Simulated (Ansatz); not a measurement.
Start from this file.

```xyz
4
Lattice="3.3242 0.0000 0.0000 -1.6621 2.8788 0.0000 0.0000 0.0000 4.8882" Properties=species:S:1:pos:R:3 pbc="T T T"
Ga    0.0000    1.9192    1.2221
Ga    1.6621    0.9596    3.6662
N     0.0000    1.9192    3.6662
N     1.6621    0.9596    1.2221
```

Question: What does this file describe?

Answer: Formula: GaN. The atoms follow space group P6_3/mmc (No. 194); the Bravais lattice is primitive hexagonal. Content of the cell: 2 Ga, 2 N (Z = 2). The numbers of neighbours within bonding distance are Ga 3 and N 3.

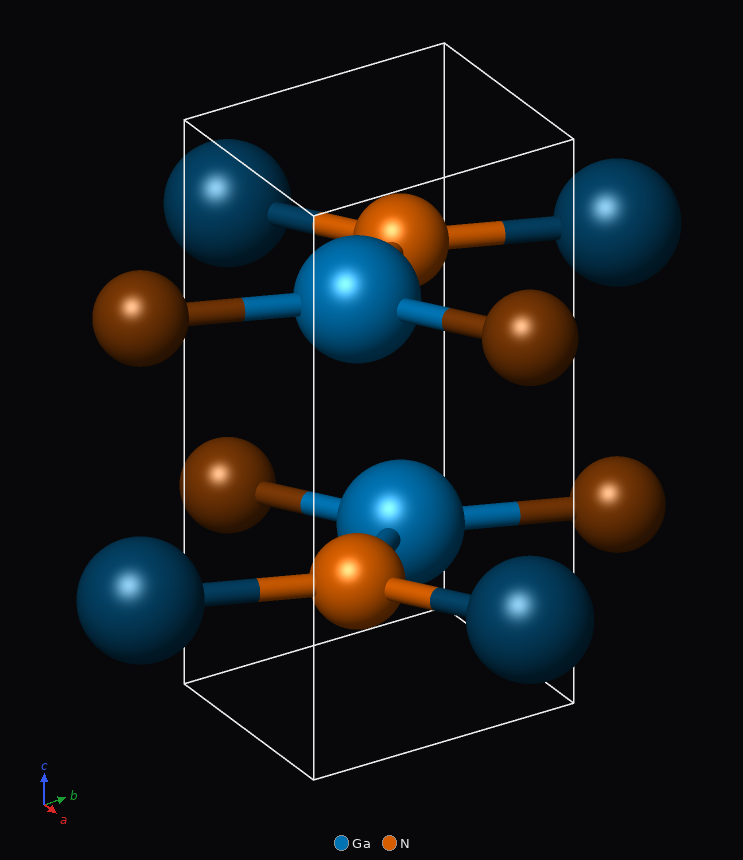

Drawn in the ball-and-stick manner and seen slightly off an axis. The parallelepiped is the conventional unit cell. Atoms just outside the outline that bond to atoms inside are added, in fainter colours.

The initial geometry was a structure listed in the Materials Project, with elements exchanged, so it need not be a known form of the compound. Earlier steps of the study may have refined or changed the cell and positions. Ansatz was used for an electronic-structure calculation on it.
